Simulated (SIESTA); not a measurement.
System: ZrO₂ (space group Fm-3m).

Computed with SIESTA 5.4.2: DFT in numerical atomic orbitals with pseudopotentials, no spin polarisation; energies at scaled volumes of the given cell, shape and fractions fixed, counted from the fit's minimum, third-order Birch-Murnaghan fit. All runs: no spin polarisation.

| setting | value |
| --- | --- |
| k mesh | 9×9×9 |
| occupations | Fermi–Dirac |
| smearing width | 0.05 eV |
| potentials | PseudoDojo 0.4 standard, converted to PSML, two zetas on semicore shells |

Predict the energy against volume, with one curve for each functional. The cases: PBEsol; LDA.

The fitted equilibrium volumes, smallest first, are LDA 10.847, PBEsol 11.080 Å³/atom. The fitted bulk moduli, smallest first, are PBEsol 249.9, LDA 265.0 GPa.

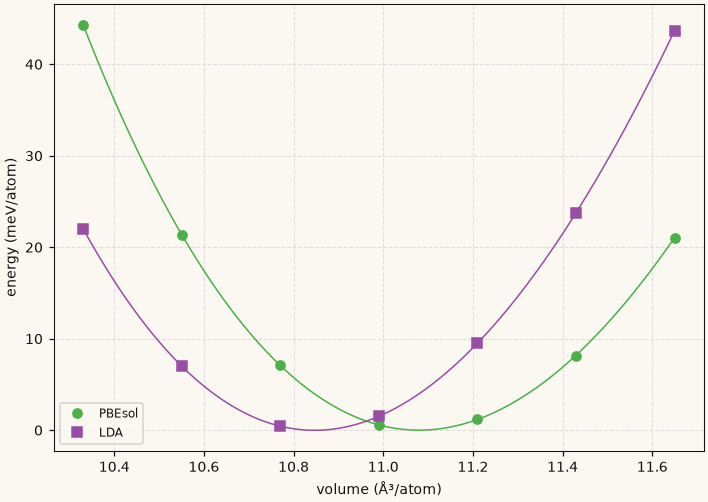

Caveats: mulliken charges of long orbitals.
